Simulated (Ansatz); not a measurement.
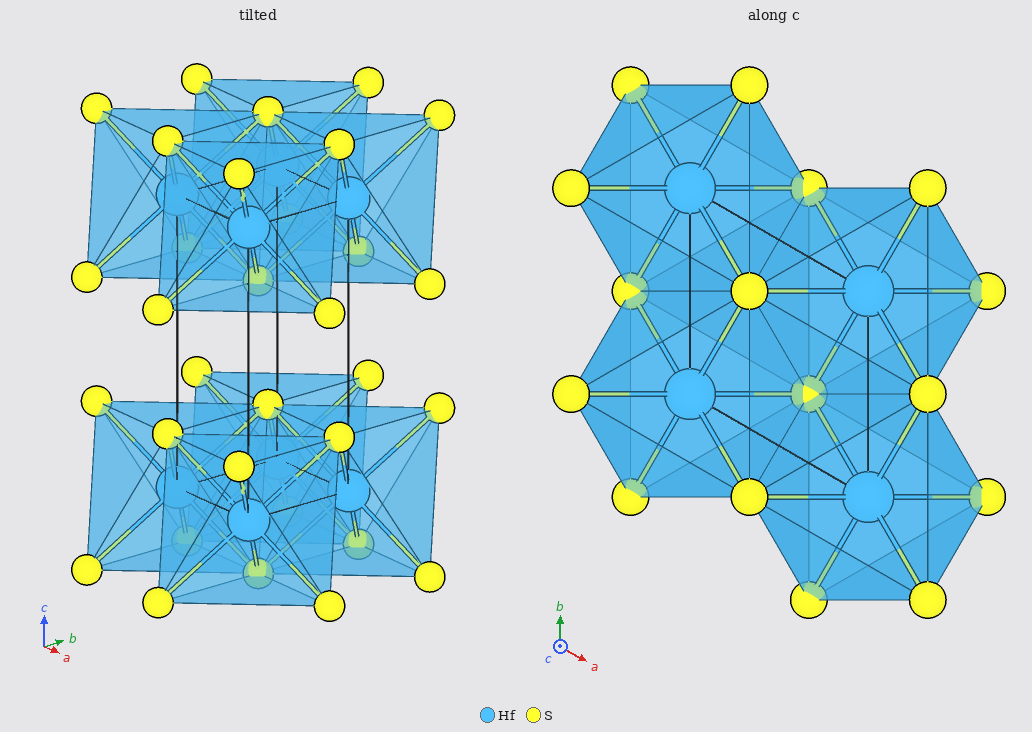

Polyhedral representation of a periodic structure, projected slightly off an axis and along the c axis. The lines enclose the conventional unit cell; boundary atoms appear with their images. Some neighbours outside the box are added.

HfS$_{2}$, cadmium iodide (CdI₂, 1T) type, space group P-3m1 (No. 164), a = 3.449 Å, b = 3.449 Å, c = 5.996 Å, α = 90.00°, β = 90.00°, γ = 120.00°. Provenance: a structure type filled with these elements by a generator (whether the compound takes this form wasn't checked). The cell was then strained or its atoms displaced on purpose. Ansatz was used for an electronic-structure calculation on it.

This one geometry was computed with Ansatz (DFT, plane waves, PAW) at three levels of theory: r2SCAN, PBE and HSE06.

Q: How does the band gap change with the level of theory?

A: PBE: a gap of 0.36 eV, indirect; r2SCAN: a gap of 0.66 eV, indirect; HSE06: a gap of 1.09 eV, indirect.

Q: Collect the results in a table.

A:
| level | cutoff (eV) | k-mesh of the run's cell | gap (eV) | pressure (GPa) |
| --- | --- | --- | --- | --- |
| r2SCAN | 500 | 12×12×4 | 0.66 | 8.2 |
| PBE | 420 | 12×12×4 | 0.36 | 9.1 |
| HSE06 | 420 | 6×6×4 | 1.09 | 8.6 |

Gaps are taken on the k-mesh or band path of each run.
